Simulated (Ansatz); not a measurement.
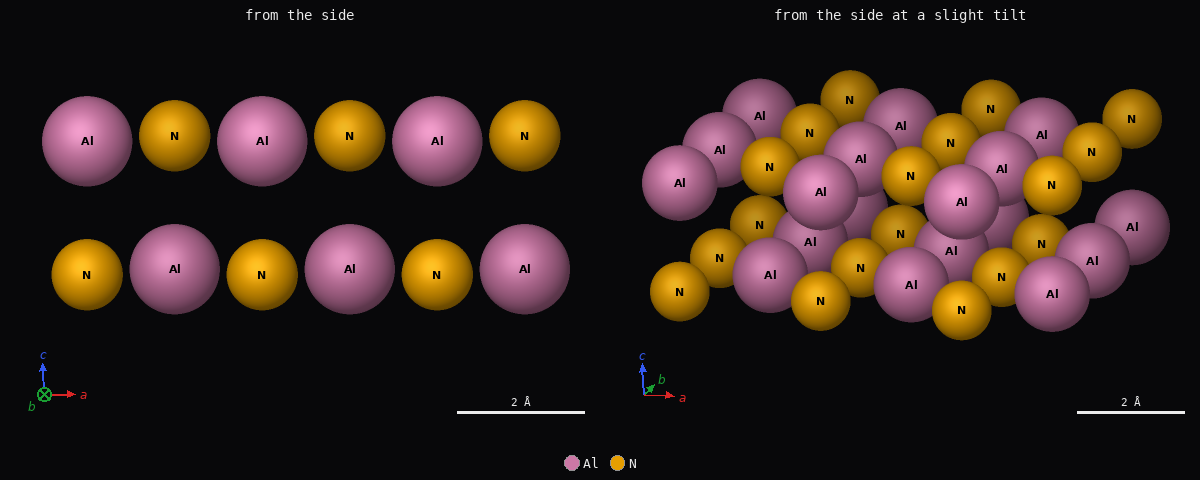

A spheres-only picture of a periodic sheet, seen from the side and from the side at a slight tilt. The surface normal points up in side views; the vacuum is left out. 3×3 cells are drawn in the plane, with atoms at the edges repeated.

The cell holds 2 Al, 2 N.

Question: With which atoms do the two faces end?

Answer: The top face ends in Al and N, the bottom face in Al and N. The two faces are alike.

Question: Read the thickness off the scale bar.

Answer: About 2.2 Å from the lowest to the highest atom.

Question: Write the layer sequence, upper face first.

Answer: Two planes: AlN / AlN.

The initial geometry was a random cell made by a generator, so it need not be a real form of the compound. Atoms and cell were optimised with Ansatz, DFT PBE, scalar-relativistic, plane waves, PAW.
